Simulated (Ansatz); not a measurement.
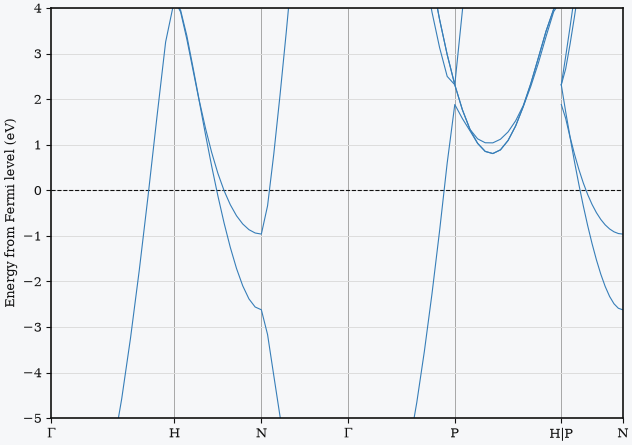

Band structure of bcc Zn, space group Im-3m, 1 atom in the primitive cell (cubic a = 3.138 Å). Computed with Ansatz 0.2.0: PBEsol, JTH PAW, no spin polarisation, no spin-orbit coupling, 12×12×12 k mesh, 1080 eV cutoff, Fermi-Dirac smearing of 0.05 eV. Energies are counted from the Fermi level.

A metal: 2 bands cross the Fermi level along this path. Bands cross the Fermi level on Γ–H, H–N, N–Γ, Γ–P and P–N, and not on P–H.

The PAW data sets were made with another functional. The cell is at −5 GPa in this functional. This isn't the form of Zn at room conditions, which is hcp.
